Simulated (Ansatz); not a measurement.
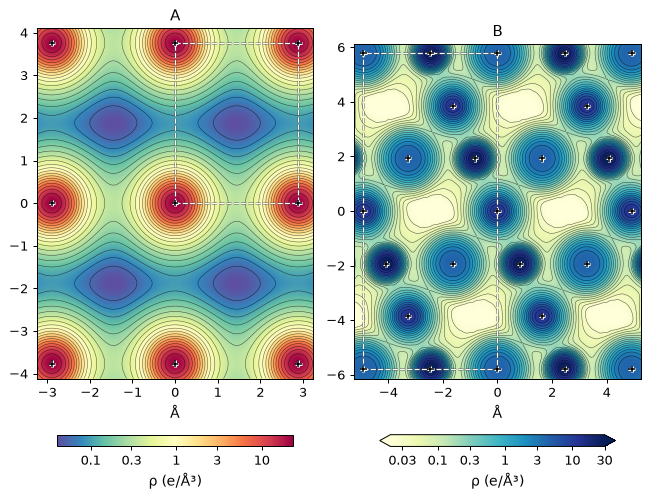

The valence charge density (pseudo) of 2 systems, each on a plane through atoms (crosses mark nuclei in the plane).

Method: DFT PBEsol, scalar-relativistic, plane waves, PAW in Ansatz.

System 1: KMgF₃, the (110) plane of the conventional cell. Space group R-3m; computed pressure about 4 GPa in this cell.

```
K Mg F
1.0
     4.72581   -4.72581    0.00000
     0.00000    4.72581   -4.72581
     2.83548    2.83548    2.83548
K Mg F
3 3 9
Direct
  0.33333 0.66667 0.16667
  0.00000 0.00000 0.50000
  0.66667 0.33333 0.83333
  0.00000 0.00000 0.00000
  0.66667 0.33333 0.33333
  0.33333 0.66667 0.66667
  0.33333 0.16667 0.16667
  0.00000 0.50000 0.50000
  0.66667 0.83333 0.83333
  0.83333 0.16667 0.16667
  0.50000 0.50000 0.50000
  0.16667 0.83333 0.83333
  0.83333 0.66667 0.16667
  0.50000 0.00000 0.50000
  0.16667 0.33333 0.83333
```

System 2: Sb, the (100) plane of the conventional cell. Space group P4/mmm; computed without spin polarisation.

```
CELL_PARAMETERS angstrom
2.89538 0.00000 0.00000
0.00000 2.89538 0.00000
0.00000 0.00000 3.76400
ATOMIC_POSITIONS crystal
Sb 0.00000 0.00000 0.00000
```

Match each panel to its system.

Panel A is system 2, Sb: the plane holds Sb. Sb–Sb (2.90 Å): the density is about 0.33 e/Å³ at the midpoint. Panel B is system 1, KMgF₃: the plane holds K, Mg and F. Mg–F (2.10 Å): the density is about 0.28 e/Å³ at the midpoint.
